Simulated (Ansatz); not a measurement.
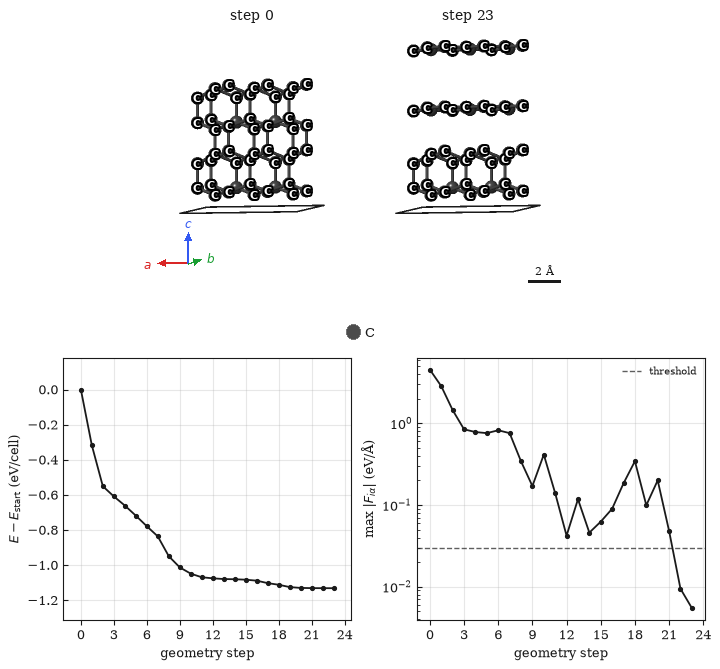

First and last geometry of a constrained relaxation of a slab of composition C (cut from the P6_3/mmc phase), with the history of the run. Style: ball-and-stick. Shown: the 3 × 2 repeat of the cell, outlined in the plane, without the vacuum, from a free direction.

Case: clean slab, lower half held. The slab is the (0 0 1) face of C. 4 atoms are held fixed.

Method: Ansatz 0.2.0, DFT PBEsol, scalar-relativistic, plane waves, PAW. (plane-wave cutoff 420 eV; k-point mesh 12 × 12 × 1; occupations gaussian; smearing width 0.05 eV; no spin polarisation; dipole correction; atoms relaxed in a fixed cell; force threshold 0.03 eV/Å; at most 70 steps)

### Did the run converge, and what did it change?

It converged. A C atom moves most: 3.00 Å along the normal (+c). The cell doesn't change. Among the contacts that change: C–C 1.558 → 3.818 Å, C–C 1.558 → 2.804 Å, C–C 1.534 → 1.443 Å. Bonds break, among them: C–C (1.56 → 2.80 Å), C–C (1.56 → 3.82 Å). Bond angles that change, for instance: C–C–C 109.0° → 120.0°. The energy falls by 1.131 eV per cell of the calculation in 23 geometry steps. The largest force component goes from 4.5 to 0.0055 eV/Å.
